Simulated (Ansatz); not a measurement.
# Does disorder add resistance in series? Li(100) layers with 50 % Nb

Two lengths of the disordered region are known. What area resistance does the third give?

**Method.** Ansatz 0.2.0, plane waves with PAW datasets at their recommended cutoffs (420 eV for most), Fermi-Dirac smearing; ballistic transmission by layer matching. The area resistance is RA = A (h/2e²)(1/T − 1/N), with T the zone-mean transmission per spin and N the lead's channels, both averaged over a few energies near the Fermi level; for magnets each spin is taken apart, with h/e², and the two conduct in parallel. Lateral cell 2x2, PBE, a fresh random draw for each length.

Results; the value marked ? is to be predicted:

| length (Å) | channels N | RA (fΩ m²) |
| --- | --- | --- |
| 7.02 | 4.843 | 2.17 |
| 14.0 | 4.824 | 3.34 |
| 21.1 | 4.843 | ? |

Worked fit:

Ohm's law makes RA linear in the length: the slope is (3.34 − 2.17)/(14.0 − 7.02) = 0.166 fΩ m² per Å, or 166 µΩ cm. Then 3.34 + 0.166 × 7.02. Predicted: 4.51 fΩ m².

**The withheld run.**

4.71 fΩ m², so the prediction is 4.2 % too low. The three lengths together give 180 µΩ cm. The two increments are 1.2 and 1.4 fΩ m², roughly as Ohm's law has it, though with one draw for each length that is a weak test.

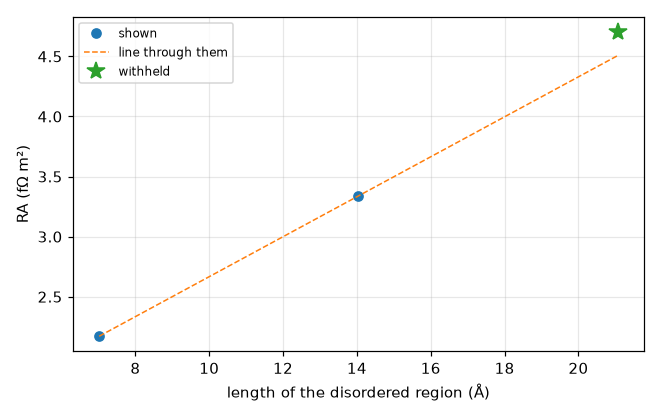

Area resistance against length.

Caveats: The scatterers repeat sideways with the small cell. The slope is a raw one; a model of isotropic scattering puts it 1.00 times the bulk value over these lengths. Atoms sit unrelaxed on the host's lattice, and the pair may not mix at random in practice.
